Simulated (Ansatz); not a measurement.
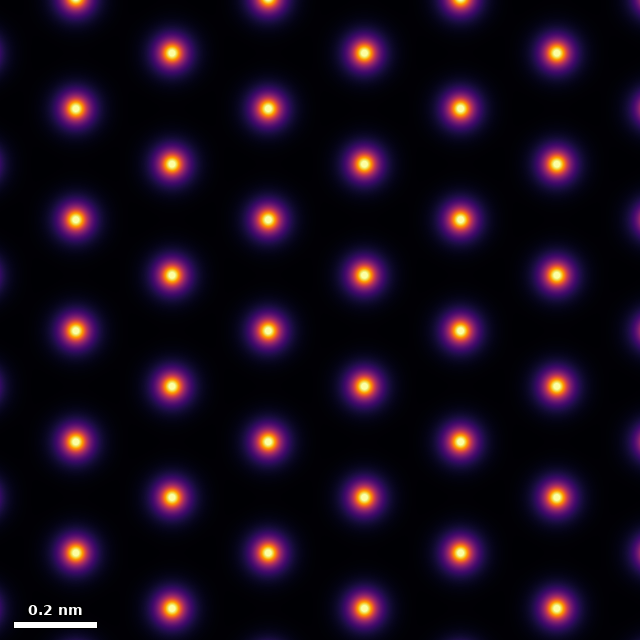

Map of the projected electrostatic potential of a crystal. Computed as the sum of neutral-atom potentials (tabulated electron scattering factors, B = 0.5 Å²) projected along the beam and smoothed by 0.25 Å; brighter is more positive.

What two-dimensional lattice does the image show, and how large is its cell?

The pattern repeats on a hexagonal net with a repeat of 2.7 Å.

Which plane group does this projection have?

p6mm: sixfold points with mirror lines through them.

How many columns does the smallest repeating cell hold, and how many levels of brightness?

1 column in the primitive cell of 6.3 Å², all of one brightness.

The crystal is Mo (P6/mmm, No. 191) seen along [001]. Structure: a calculation's starting geometry; the starting structure was generated, so it need not be a known form of this composition.
